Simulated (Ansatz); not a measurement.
## GaP: 6 runs along one coordinate

System: GaP (R-3m, 4 atoms in the cell).
Method: Kohn-Sham DFT of a periodic cell, PBE, Ansatz PAW, no spin polarisation (Ansatz 0.2.0).

The 6 runs differ only in the geometry, by an even scaling of the cell at fixed fractional positions. The structure derives from a Materials Project entry.

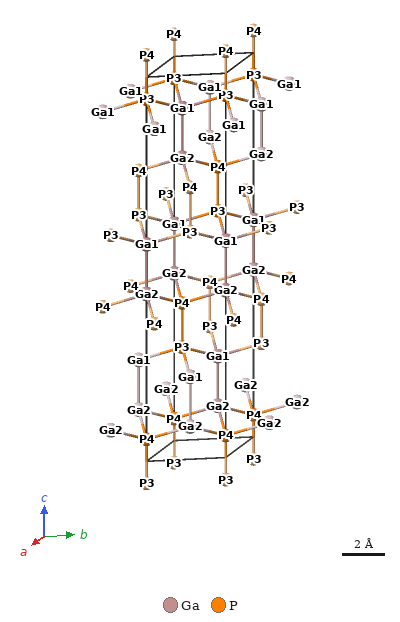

Figure 1. The structure of run 4 (ball-and-stick view of the cell 3 times as large as that of the calculation, set on its symmetry axes, seen slightly off an axis; neighbours outside the cell are drawn fainter; atoms are numbered from 1 in the order of the input).

**Input of run 4**
```yaml
crystal:
  lattice:
    - [1.9430151755, 1.1218003346, 6.4308101003]
    - [-1.9430151755, 1.1218003346, 6.4308101003]
    - [0.0, -2.2436006692, 6.4308101003]
  atoms:
    - { symbol: Ga, position: [0.564628, 0.564628, 0.564628] }
    - { symbol: Ga, position: [0.435372, 0.435372, 0.435372] }
    - { symbol: P, position: [0.942611, 0.942611, 0.942611] }
    - { symbol: P, position: [0.057389, 0.057389, 0.057389] }
hamiltonian:
  xc: pbe
  pseudopotentials: { kind: paw }
kpoints:
  mp_grid: { grid: [8, 8, 8] }
scf:
  occupations: { method: fermi_dirac, width: 0.05 }
output:
  forces: true
  stress: true
  eigenvalues: true
```

Command:
```bash
ansatz run input.yaml --threads 2 --pin off --max-ram 5120MiB --backend cpu --events-out ev --progress --plain --runs-dir out
```

Lattice vectors (Å) and fractional positions of run 4:
```
   1.943015    1.121800    6.430810
  -1.943015    1.121800    6.430810
   0.000000   -2.243601    6.430810
Ga  0.564628  0.564628  0.564628
Ga  0.435372  0.435372  0.435372
P   0.942611  0.942611  0.942611
P   0.057389  0.057389  0.057389
```

Run 2 differs from it as follows:
```diff
-    - [1.9430151755, 1.1218003346, 6.4308101003]
-    - [-1.9430151755, 1.1218003346, 6.4308101003]
-    - [0.0, -2.2436006692, 6.4308101003]
+    - [1.9167549946, 1.1066390121, 6.3438966068]
+    - [-1.9167549946, 1.1066390121, 6.3438966068]
+    - [0.0, -2.2132780241, 6.3438966068]
```

**Results, with one run withheld**

| run | volume per atom (Å³) | free energy per atom, from the lowest run given (meV) | pressure (GPa) | gap on the mesh (eV) |
| --- | --- | --- | --- | --- |
| 1 | 19.764 | 19.17 | 5.11 | 0.82 |
| 2 | 20.185 | ? | ? | ? |
| 3 | 20.605 | 2.04 | 1.55 | 0.83 |
| 4 | 21.026 | 0.00 | 0.04 | 0.83 |
| 5 | 21.446 | 1.70 | −1.31 | 0.82 |
| 6 | 22.287 | 14.80 | −3.59 | 0.79 |

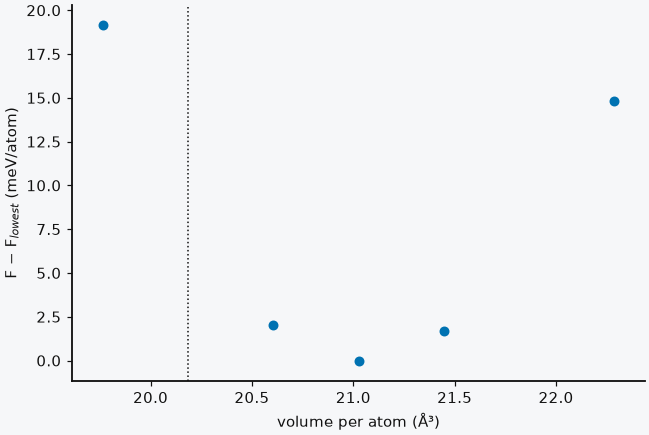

Figure 2. Free energy per atom of the runs given; the dotted line marks run 2.

Estimate the energy of run 2 from the others.

A cubic polynomial in V^(−2/3) (the Birch–Murnaghan form), fitted to the 5 runs given, misses them by under 0.01 meV per atom. With x = V^(−2/3) − 0.13139 Å⁻², it reads F = 0.014604 + 202.55 x + 6.1018e+05 x² + 1.3053e+06 x³ (meV per atom). At run 2 it gives 8.26 meV per atom, and the run itself gives 8.26. The slope of the fit gives a pressure −dF/dV of 3.23 GPa there, and the run prints 3.23 GPa. The fit has its minimum at 21.037 Å³ per atom, where V d²F/dV² gives 71.1 GPa. Cell shape and fractional positions are held, so this is the stiffness under even scaling; the relaxed bulk modulus wasn't computed. The gap on the mesh lies between 0.79 eV (run 6) and 0.83 eV (run 3); run 2 has 0.83 eV. These are gaps of this functional on this mesh, which can miss the band edges; they aren't the measured gap.

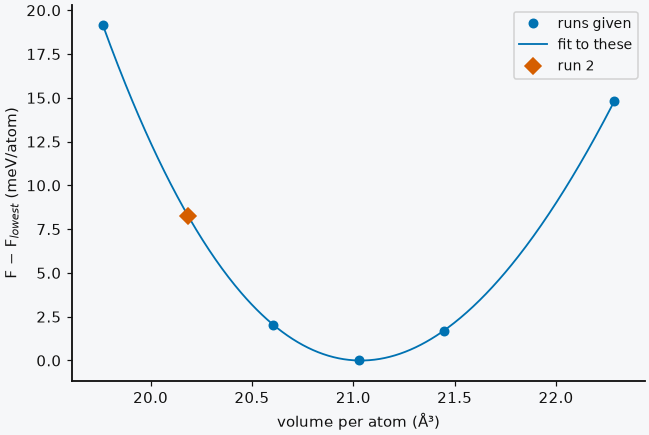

Figure 3. The fit and the withheld run.

**Output, shortened to warnings, some set-up lines, iterations and results (run 2)**
```
Basis set: ecut = 420 eV, 1551 PW (Γ), FFT grids on a1−a3, a2−a3, a3, exchange–correlation on 54×54×90 points (8 copies of the dense FFT grid, shifted against one another)
Symmetry: 12 space group operations
k-points: 65 of 512
Initial density: superposition of atomic densities (neutral atoms: chi_scale 0, normalization atom), corrected by the library's trained network
[...]
SCF iter   1: F=—  HF=-9078.568162 eV  |F-HF|=—  |Δ(HF+E_count)|=         —  Δρ=2.78e-3  dr2=2.18e-2  ethr=1.77e-3  ⟨swp⟩=6.5  Hψ=7394  notcnv=0
SCF iter   2: F=—  HF=-9078.560979 eV  |F-HF|=—  |Δ(HF+E_count)|=   7.18e-3  Δρ=1.09e-3  dr2=1.30e-3  ethr=6.06e-5  ⟨swp⟩=3.1  Hψ=3543  notcnv=0
SCF iter   3: F=—  HF=-9078.560723 eV  |F-HF|=—  |Δ(HF+E_count)|=   2.56e-4  Δρ=4.85e-4  dr2=2.30e-4  ethr=3.61e-6  ⟨swp⟩=2.0  Hψ=2604  notcnv=0
SCF iter   4: F=—  HF=-9078.560707 eV  |F-HF|=—  |Δ(HF+E_count)|=   1.58e-5  Δρ=2.36e-4  dr2=4.59e-5  ethr=6.39e-7  ⟨swp⟩=2.0  Hψ=2623  notcnv=0
SCF iter   5: F=—  HF=-9078.560750 eV  |F-HF|=—  |Δ(HF+E_count)|=   4.26e-5  Δρ=6.53e-5  dr2=3.58e-6  ethr=1.27e-7  ⟨swp⟩=3.0  Hψ=3079  notcnv=0
SCF iter   6: F=—  HF=-9078.560752 eV  |F-HF|=—  |Δ(HF+E_count)|=   1.99e-6  Δρ=1.53e-5  dr2=1.44e-7  ethr=9.96e-9  ⟨swp⟩=2.0  Hψ=2660  notcnv=0
SCF iter   7: F=-9078.560752 eV  HF=-9078.560752 eV  |F-HF|=1.98e-8  |Δ(HF+E_count)|=   2.01e-7  Δρ=8.59e-6  dr2=3.34e-8  ethr=2.78e-10  ⟨swp⟩=7.4  Hψ=7133  notcnv=0
SCF 1 converged in 7 iterations: F = -9078.560752 eV  dr2 = 3.34e-8
SCF converged after 7 iterations
Free energy (F): -9078.560752 eV
Harris-Foulkes:  -9078.560752 eV  (|F-HF|=1.98e-8)
Internal energy: -9078.560749 eV  (E = F + TS)
E sigma→0 (E₀):  -9078.560750 eV
Entropy (-TS):   -0.000004 eV (-0.001 meV/atom)
Fermi energy:    7.892083 eV
--- Per-component energies (eV) ---
  E_band       = -111.796647
  E_kinetic    = 373.772074
  E_local      = -4464.025410  (includes V_loc(G=0)·N_el)
  E_nonlocal   = 915.359356
  E_hartree    = 2067.904847
  E_xc         = -262.289914
  E_vxc        = -238.929651  (∫ρ·V_xc dr)
  E_paw        = -5114.232583  (= ΣΔE_a)
  E_vpaw       = -833.770084  (= ΣTr[D̂ρ^β])
  E_aug_tail   = -0.000216  (compensation charges beyond the density's cutoff)
  E_ewald      = -2595.048903
  E_smearing   = -0.000004  (= −TS)
  E_closure    = 0.000000  (closes the sum)
  Σ components = -9078.560752   (vs F -9078.560752, Δ=0.00e0)
--- Forces (eV/Å), atoms counted from 1 ---
  atom   1  Ga    -0.00000000    -0.00000000    -0.10646380
  atom   2  Ga     0.00000000     0.00000000     0.10646380
  atom   3  P      0.00000000    -0.00000000    -0.16350942
  atom   4  P     -0.00000000     0.00000000     0.16350942
  max |Σ_I F_I| component: 2.78e-17 eV/Å
--- Stress (GPa, compression-positive) ---
        2.967710       0.000000       0.000000
        0.000000       2.967710       0.000000
        0.000000       0.000000       3.756815
  P = ⅓ Tr σ = 3.2307 GPa (32.307 kbar)
```
